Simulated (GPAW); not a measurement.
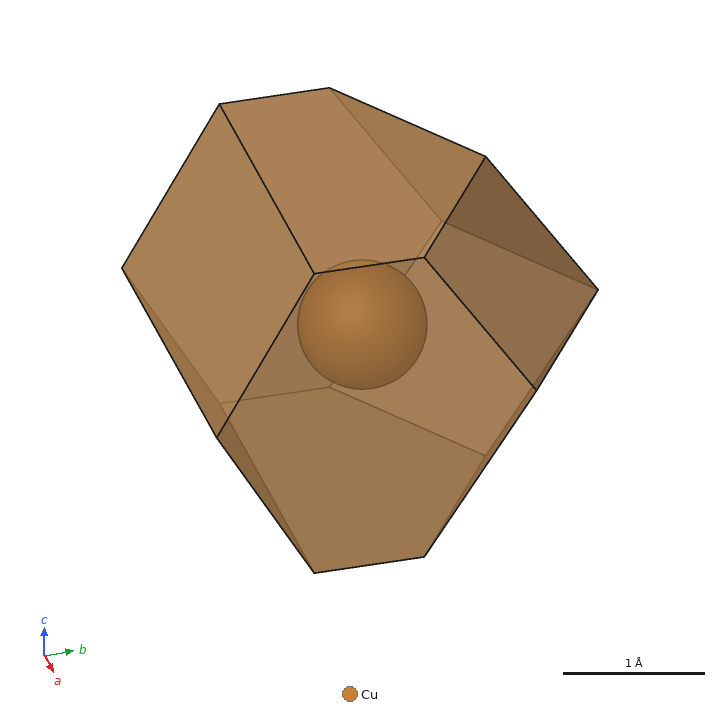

The polyhedron is the computed Voronoi (Dirichlet) cell of the central atom: each face lies in the plane that bisects the line to a neighbour. Central atom: Cu (4c) in Cu; faces take the colour of the neighbour behind them. Source: a cell listed in the Materials Project, as set up for an electronic-structure calculation.

Cu, space group Cmcm (No. 63), a = 2.437 Å, b = 7.953 Å, c = 2.475 Å, α = 90.00°, β = 90.00°, γ = 90.00°

```
site  Wyckoff       x       y       z
  Cu       4c  0.5000  0.6339  0.7500
```

### Which neighbours share a face with the central atom?

10 Cu (100 % of the solid angle).

### Give the Voronoi index ⟨n3,n4,n5,n6,…⟩ (numbers of faces with 3, 4, 5, 6 … edges).

10 faces, index ⟨0,6,2,2⟩.

### What is the volume of this Voronoi cell?

12.0 Å³, equal to the mean volume per atom.
